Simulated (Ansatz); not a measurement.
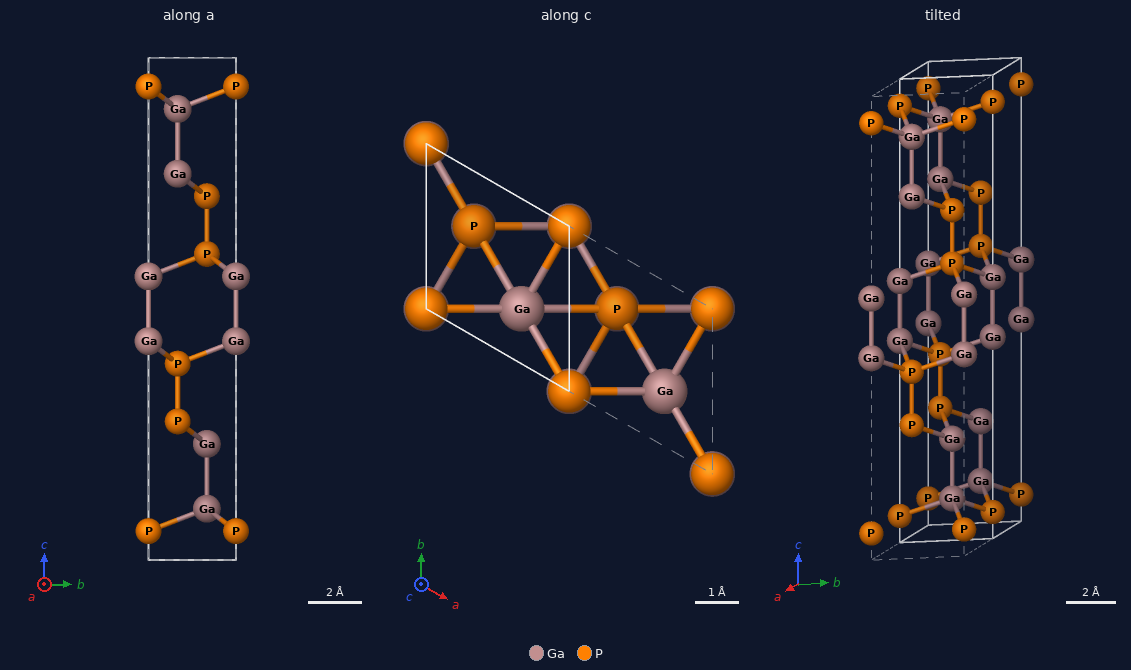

The figure gives a ball-and-stick picture of the atoms, viewed along the a axis, along the c axis and slightly off an axis. A 2×1×1 array of cells is drawn; the conventional unit cell has the solid edges.

Give a description of the structure.

It has the composition GaP. Space group: R-3m (No. 166). Lattice: rhombohedral (trigonal R). The cell holds 12 atoms (6 Ga, 6 P), Z = 6. Each Ga atom is coordinated by three P and one Ga in a tetrahedral arrangement (about 2.4 Å to P, 2.5 Å to Ga). P is coordinated by three Ga and one P in a distorted tetrahedral arrangement (about 2.4 Å to Ga, 2.2 Å to P). The bonds build a three-dimensional framework.

The cell started as a structure listed in the Materials Project. Earlier steps of the study may have refined or changed the cell and positions. It went into a calculation with Ansatz.
